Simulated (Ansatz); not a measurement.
# Geometry relaxation of AlGa₃As₄ (part 2 of 2)

The same run, continued: AlGa₃As₄ (P3m1, 8 atoms in the cell); DFT r2SCAN, scalar-relativistic, plane waves, PAW, no spin polarisation (Ansatz 0.2.0); cutoff 500 eV, 6×6×2 k-mesh, Gaussian smearing of 0.1 eV. The structure was made by swapping elements on the sites of another compound; it need not be a known phase. It belongs to a series of runs on one base structure; here: In -> Al, N -> As on all its sites, cell and atoms relaxed.

Geometry of the input (Å; fractional positions):
```
3.7101  0.0000  0.0000
-1.8551  3.2131  0.0000
0.0000  0.0000  12.1730
Al 0.0000  0.0000  0.9982
Ga 0.6667  0.3333  0.2595
Ga 0.6667  0.3333  0.7377
Ga 0.0000  0.0000  0.4985
As 0.6667  0.3333  0.0801
As 0.6667  0.3333  0.5560
As 0.0000  0.0000  0.3168
As 0.0000  0.0000  0.7951
```

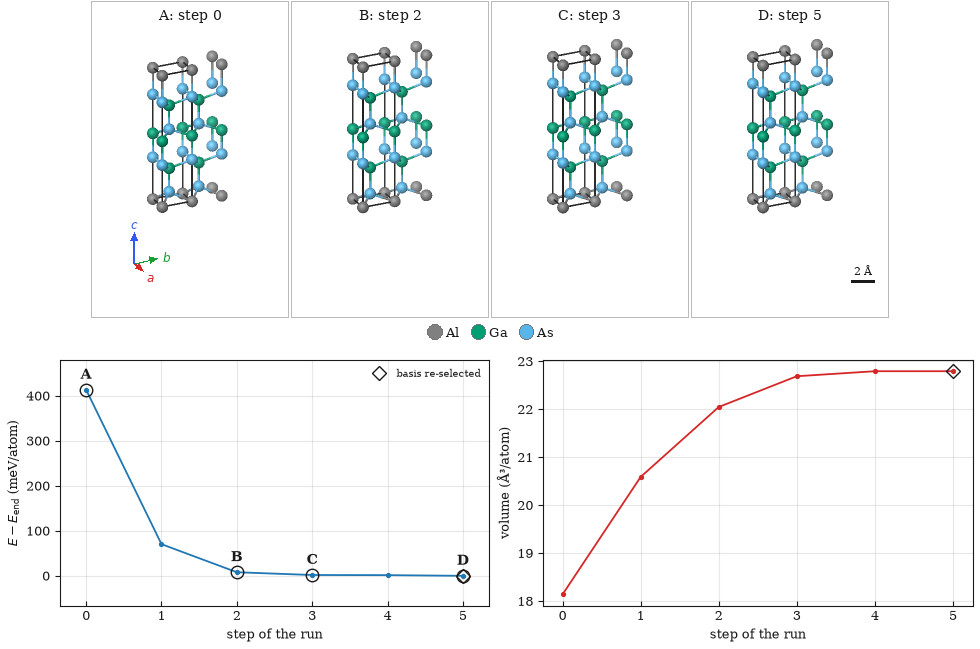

Figure 1. Frames of the relaxation (ball-and-stick view of the cell of the calculation, repeated 1 × 2 × 1, seen slightly off an axis) above the curves, on which the letters mark them (the first geometry is step 0 here and step 1 in the log).

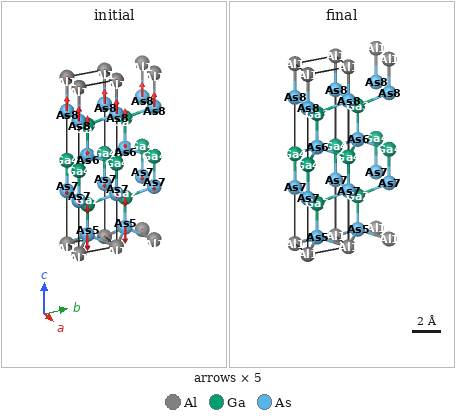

Figure 2. Before (left) and after (right) the relaxation, at one scale (ball-and-stick view of the cell of the calculation, repeated 1 × 2 × 1, seen slightly off an axis). The red arrows give the displacements (without the part carried along by the change of the cell), magnified 5 times. As5 moves most relative to the cell: 0.24 Å. By element the largest moves are As 0.24 Å, Ga 0.14 Å, Al 0.02 Å. The volume changes by +25.7 %, with a = b 3.710 → 4.002 Å (+7.9 %), c 12.173 → 13.147 Å (+8.0 %). Distances before and after: Ga2–As5 2.184 → 2.460 Å, Ga3–As6 2.212 → 2.458 Å, Ga3–As8 2.253 → 2.457 Å, Ga2–As7 2.253 → 2.455 Å. Among the angles that change: As5–Al1–As5 103.5° → 109.5°, Al1–As5–Al1 103.5° → 109.5°, As5–Al1–As8 115.0° → 109.4°. The space group stays P3m1 (No. 156). Over 4 geometry steps the energy falls by 412 meV per atom. The largest force component goes from 3.5 to 0.016 eV/Å. Pressure: 28.79 GPa at the start and −0.01 GPa at the end. A last SCF at the same geometry on a re-selected plane-wave basis shifts the energy by −1.5 meV per atom. (Atoms are counted from 1 in the order of the input.)

```
basis re-selected at this cell: Δ(F+E_penalty+E_count) = -1.209e-2 eV, ΔP = +0.025 GPa vs the last step (what re-selecting the basis moved, of the pressure what is left beyond the Pulay correction that the steps carried, after the strain that the cell walked since its last selection, with what the two solves' SCF thresholds leave and, on support functions, any second-order correction that the steps lacked; it is no measure of the basis error at this ecutwfc). The dense FFT grid was sized anew with the basis: this SCF ran on 30×30×96 points, the steps before it on 30×30×90, so part of this shift can come from that change (see relax.cell in the input reference). This SCF's stress stands 2.40e-1 GPa from its target on what of the cell is left free (relax.cell.stress_tol is 5.00e-1 GPa) and its largest allowed force component is 1.60e-2 eV/Å (relax.f_tol is 5.00e-2 eV/Å): within both
SCF converged after 6 iterations
Free energy (F): -31373.387706 eV
Harris-Foulkes:  -31373.387706 eV  (|F-HF|=1.69e-8)
Internal energy: -31373.387706 eV  (E = F + TS)
E sigma→0 (E₀):  -31373.387706 eV
Fermi energy:    8.053245 eV
--- Per-component energies (eV) ---
  E_band       = -1289.062462
  E_kinetic    = 782.270189
  E_local      = -15004.071900  (includes V_loc(G=0)·N_el)
  E_nonlocal   = -1388.444475
  E_hartree    = 7621.125840
  E_xc         = -520.725953
  E_vxc        = -546.926479  (∫ρ·V_xc dr)
  E_paw        = -13877.949656  (= ΣΔE_a)
  E_vpaw       = -402.177933  (= ΣTr[D̂ρ^β])
  E_aug_tail   = -0.000136  (compensation charges beyond the density's cutoff)
  E_vtau       = 28.035339  (kinetic-family band-sum trace: ∫τ·v_τ [+ j·A + Jᵃ·Aᵃ] dr)
  E_ewald      = -8977.742667
  E_core_change = -7.848949  (= ΣΔE_core)
  E_smearing   = -0.000000  (= −TS)
  E_closure    = 0.000000  (closes the sum)
  Σ components = -31373.387706   (vs F -31373.387706, Δ=0.00e0)
--- Forces (eV/Å), atoms counted from 1 ---
  atom   1  Al     0.00000000     0.00000000    -0.00362342
  atom   2  Ga    -0.00000000    -0.00000000     0.01107923
  atom   3  Ga    -0.00000000     0.00000000     0.00958595
  atom   4  Ga     0.00000000     0.00000000     0.01596281
  atom   5  As    -0.00000000     0.00000000     0.00064580
  atom   6  As    -0.00000000     0.00000000    -0.01507157
  atom   7  As     0.00000000    -0.00000000    -0.01039956
  atom   8  As     0.00000000     0.00000000    -0.00816465
  max |Σ_I F_I| component: 1.46e-5 eV/Å
--- Stress (GPa, compression-positive) ---
       -0.131073       0.000000       0.000000
        0.000000      -0.131073       0.000000
        0.000000       0.000000       0.240154
  P = ⅓ Tr σ = -0.0073 GPa (-0.073 kbar)
--- Band table (eV; the first three rows and the last of 14) ---
  k-point 0: bands = ["-28.2683", "-28.2645", "-28.2645", "-28.2552", "-28.2534", "-28.2534", "-28.2516", "-28.2516", "-28.2404", "-28.2404", "-28.1694", "-28.1694", "-28.1529", "-28.1474", "-28.1474", "-28.0238", "-28.0092", "-28.0092", "-27.9874", "-27.9874", "-7.7986", "-7.7707", "-7.7340", "-7.7248", "-7.7248", "-7.7086", "-7.7086", "-7.7016", "-7.7016", "-7.6510", "-7.6510", "-7.6334", "-7.6334", "-7.6272", "-7.6272", "-5.5672", "-4.9354", "-4.7713", "-3.8007", "0.8729", "3.2196", "3.5529", "6.2306", "6.2306", "6.7125", "6.7125", "6.8658", "6.8658", "7.3208", "7.5068", "7.5068", "8.5934", "8.9099", "9.4042", "10.0400", "11.4151", "11.4151", "11.8533", "12.1380", "12.1380", "12.2611", "12.2611"]
  k-point 1: bands = ["-28.2683", "-28.2645", "-28.2645", "-28.2552", "-28.2534", "-28.2534", "-28.2516", "-28.2516", "-28.2404", "-28.2404", "-28.1694", "-28.1694", "-28.1529", "-28.1474", "-28.1474", "-28.0238", "-28.0092", "-28.0092", "-27.9874", "-27.9874", "-7.7988", "-7.7703", "-7.7343", "-7.7248", "-7.7248", "-7.7086", "-7.7086", "-7.7016", "-7.7016", "-7.6510", "-7.6510", "-7.6334", "-7.6334", "-7.6272", "-7.6272", "-5.4556", "-5.2933", "-4.2346", "-4.1193", "1.4740", "1.7768", "5.4115", "5.7376", "6.3150", "6.3150", "6.4580", "6.4580", "7.1799", "7.1799", "7.3580", "7.3580", "8.8467", "9.0602", "9.7304", "10.4241", "11.5832", "11.5832", "11.6814", "11.6814", "11.8914", "12.1261", "12.8712"]
  k-point 2: bands = ["-28.2681", "-28.2646", "-28.2643", "-28.2550", "-28.2534", "-28.2532", "-28.2516", "-28.2514", "-28.2405", "-28.2402", "-28.1694", "-28.1690", "-28.1527", "-28.1475", "-28.1474", "-28.0236", "-28.0093", "-28.0092", "-27.9874", "-27.9870", "-7.8074", "-7.7799", "-7.7410", "-7.7338", "-7.7179", "-7.7077", "-7.7018", "-7.6952", "-7.6940", "-7.6540", "-7.6501", "-7.6372", "-7.6328", "-7.6312", "-7.6260", "-5.2770", "-4.6657", "-4.5216", "-3.5928", "1.0121", "2.9688", "3.3192", "4.5324", "5.3785", "5.4790", "5.5453", "5.7557", "6.2934", "6.4074", "6.9595", "7.1580", "9.7628", "10.1486", "10.3074", "10.7275", "11.6427", "11.9965", "12.0071", "12.2159", "12.2628", "13.0299", "13.1820"]
  k-point 13: bands = ["-28.2674", "-28.2644", "-28.2641", "-28.2543", "-28.2530", "-28.2529", "-28.2515", "-28.2511", "-28.2401", "-28.2401", "-28.1687", "-28.1684", "-28.1519", "-28.1477", "-28.1476", "-28.0228", "-28.0096", "-28.0094", "-27.9866", "-27.9864", "-7.8328", "-7.8181", "-7.7876", "-7.7278", "-7.7050", "-7.6889", "-7.6843", "-7.6796", "-7.6760", "-7.6534", "-7.6519", "-7.6367", "-7.6357", "-7.6345", "-7.6288", "-3.3936", "-3.2466", "-3.2342", "-3.1903", "0.9195", "0.9388", "0.9491", "1.9172", "3.1199", "3.1550", "4.3010", "4.3520", "5.0485", "5.0791", "5.0843", "5.1390", "10.6004", "10.8800", "11.0758", "11.2083", "11.2420", "11.7255", "14.0648", "14.1654", "14.1723", "14.1811", "14.3756"]
--- Relaxed structure (5 steps of the walk, 5 accepted, 1 SCFs on fresh bases) ---
  F+E_penalty+E_count = -31373.38770624 eV   max|allowed force component| = 1.596e-2 eV/Å   (the final SCF, on the basis selected at the relaxed cell)
  cell:  # Å, volume = 182.3493 Å³
    - [4.002014413181394, -1.4504052653176819e-33, 2.9008105306353638e-33]
    - [-2.001007206590697, 3.46584614812656, 6.007616080122506e-33]
    - [9.51761770143262e-33, 2.825542755112809e-32, 13.14668148155317]
  atoms:
    - { symbol: Al, position: [-2.775557561562892e-17, -8.441614521555835e-34, 0.9994906031571257] }
    - { symbol: Ga, position: [0.6666666666666665, 0.3333333333333333, 0.24861280765590946] }
    - { symbol: Ga, position: [0.6666666666666665, 0.3333333333333333, 0.7484557563990223] }
    - { symbol: Ga, position: [-2.7755575615628914e-17, -2.0479656531585207e-34, 0.49868458532663856] }
    - { symbol: As, position: [0.6666666666666665, 0.3333333333333333, 0.06148992939559026] }
    - { symbol: As, position: [0.6666666666666665, 0.3333333333333333, 0.5614898779645139] }
    - { symbol: As, position: [-2.7755575615628914e-17, -1.4835263389953155e-33, 0.31162108625182056] }
    - { symbol: As, position: [-2.7755575615628914e-17, -3.2467748159830167e-34, 0.8119563538493793] }
```

Trajectory as extended XYZ (Å, eV, eV/Å), 6 frames, from step=1 to step=6
```
8
Lattice="3.7101 0.0000 0.0000 -1.8551 3.2131 0.0000 0.0000 0.0000 12.1730" Properties=species:S:1:pos:R:3:forces:R:3 step=1 energy=-31370.08142 pressure_GPa=28.79
Al    0.0000    0.0000   12.1509    0.0000   0.0000  -0.2025
Ga    1.8551    1.0710    3.1587    0.0000   0.0000   0.6518
Ga    1.8551    1.0710    8.9802    0.0000   0.0000   0.8140
Ga    0.0000    0.0000    6.0678    0.0000   0.0000   0.4611
As    1.8551    1.0710    0.9750    0.0000   0.0000  -3.4729
As    1.8551    1.0710    6.7679    0.0000   0.0000  -0.4444
As    0.0000    0.0000    3.8562    0.0000   0.0000  -0.5401
As    0.0000    0.0000    9.6789    0.0000   0.0000   2.7329
8
Lattice="3.8607 0.0000 0.0000 -1.9304 3.3435 0.0000 0.0000 0.0000 12.7601" Properties=species:S:1:pos:R:3:forces:R:3 step=2 energy=-31372.82513 pressure_GPa=9.40
Al    0.0000    0.0000   12.7452    0.0000   0.0000  -0.0485
Ga    1.9304    1.1145    3.2304    0.0000   0.0000   0.0511
Ga    1.9304    1.1145    9.4801    0.0000   0.0000   0.2700
Ga    0.0000    0.0000    6.3552    0.0000   0.0000   0.1575
As    1.9304    1.1145    0.8846    0.0000   0.0000  -0.9857
As    1.9304    1.1145    7.1303    0.0000   0.0000  -0.0011
As    0.0000    0.0000    4.0162    0.0000   0.0000  -0.2543
As    0.0000    0.0000   10.2839    0.0000   0.0000   0.8110
8
Lattice="3.9609 0.0000 0.0000 -1.9804 3.4302 0.0000 0.0000 0.0000 12.9818" Properties=species:S:1:pos:R:3:forces:R:3 step=3 energy=-31373.32413 pressure_GPa=2.60
Al    0.0000    0.0000   12.9788    0.0000   0.0000  -0.0460
Ga    1.9804    1.1434    3.2390    0.0000   0.0000   0.0778
Ga    1.9804    1.1434    9.6969    0.0000   0.0000   0.1363
Ga    0.0000    0.0000    6.4694    0.0000   0.0000   0.0945
As    1.9804    1.1434    0.8226    0.0000   0.0000  -0.2320
As    1.9804    1.1434    7.2811    0.0000   0.0000  -0.0731
As    0.0000    0.0000    4.0543    0.0000   0.0000  -0.0996
As    0.0000    0.0000   10.5239    0.0000   0.0000   0.1422
8
Lattice="3.9888 0.0000 0.0000 -1.9944 3.4544 0.0000 0.0000 0.0000 13.1735" Properties=species:S:1:pos:R:3:forces:R:3 step=4 energy=-31373.37343 pressure_GPa=0.29
Al    0.0000    0.0000   13.1609    0.0000   0.0000   0.0406
Ga    1.9944    1.1515    3.2762    0.0000   0.0000   0.0662
Ga    1.9944    1.1515    9.8469    0.0000   0.0000   0.0911
Ga    0.0000    0.0000    6.5647    0.0000   0.0000   0.0733
As    1.9944    1.1515    0.8241    0.0000   0.0000  -0.1186
As    1.9944    1.1515    7.3986    0.0000   0.0000  -0.0712
As    0.0000    0.0000    4.1153    0.0000   0.0000  -0.0908
As    0.0000    0.0000   10.6925    0.0000   0.0000   0.0096
8
Lattice="4.0020 0.0000 0.0000 -2.0010 3.4658 0.0000 0.0000 0.0000 13.1467" Properties=species:S:1:pos:R:3:forces:R:3 step=5 energy=-31373.37561 pressure_GPa=-0.03
Al    0.0000    0.0000   13.1400    0.0000   0.0000  -0.0037
Ga    2.0010    1.1553    3.2684    0.0000   0.0000   0.0111
Ga    2.0010    1.1553    9.8397    0.0000   0.0000   0.0097
Ga    0.0000    0.0000    6.5560    0.0000   0.0000   0.0161
As    2.0010    1.1553    0.8084    0.0000   0.0000   0.0006
As    2.0010    1.1553    7.3817    0.0000   0.0000  -0.0151
As    0.0000    0.0000    4.0968    0.0000   0.0000  -0.0103
As    0.0000    0.0000   10.6745    0.0000   0.0000  -0.0081
8
Lattice="4.0020 0.0000 0.0000 -2.0010 3.4658 0.0000 0.0000 0.0000 13.1467" Properties=species:S:1:pos:R:3:forces:R:3 step=6 energy=-31373.38771 pressure_GPa=-0.01
Al    0.0000    0.0000   13.1400    0.0000   0.0000  -0.0036
Ga    2.0010    1.1553    3.2684    0.0000   0.0000   0.0111
Ga    2.0010    1.1553    9.8397    0.0000   0.0000   0.0096
Ga    0.0000    0.0000    6.5560    0.0000   0.0000   0.0160
As    2.0010    1.1553    0.8084    0.0000   0.0000   0.0006
As    2.0010    1.1553    7.3817    0.0000   0.0000  -0.0151
As    0.0000    0.0000    4.0968    0.0000   0.0000  -0.0104
As    0.0000    0.0000   10.6745    0.0000   0.0000  -0.0082
```

Results in brief

```json
{"quantity": "outcome", "value": "converged"}
{"quantity": "space group (tolerance 0.01 Å)", "value": "P3m1 (156)"}
{"quantity": "electrons treated", "value": "102"}
{"quantity": "free energy", "value": "−31373.3877 eV"}
{"quantity": "Fermi energy", "value": "8.053 eV"}
{"quantity": "gap on the k-point mesh", "value": "1.09 eV"}
{"quantity": "pressure", "value": "−0.01 GPa"}
{"quantity": "final volume", "value": "182.35 Å³"}
{"quantity": "largest force (length of the vector) at the end", "value": "0.016 eV/Å"}
{"quantity": "final cell", "value": "a = 4.002 Å, b = 4.002 Å, c = 13.147 Å, α = 90.00°, β = 90.00°, γ = 120.00°"}
{"quantity": "hardware", "value": "2 threads of Oxide Virtual Turin-like (Zen 5), 32 GiB of memory available, shared host"}
{"quantity": "wall time", "value": "86 s (CPU time 2.8 min)"}
{"quantity": "peak memory", "value": "0.86 GiB"}
```
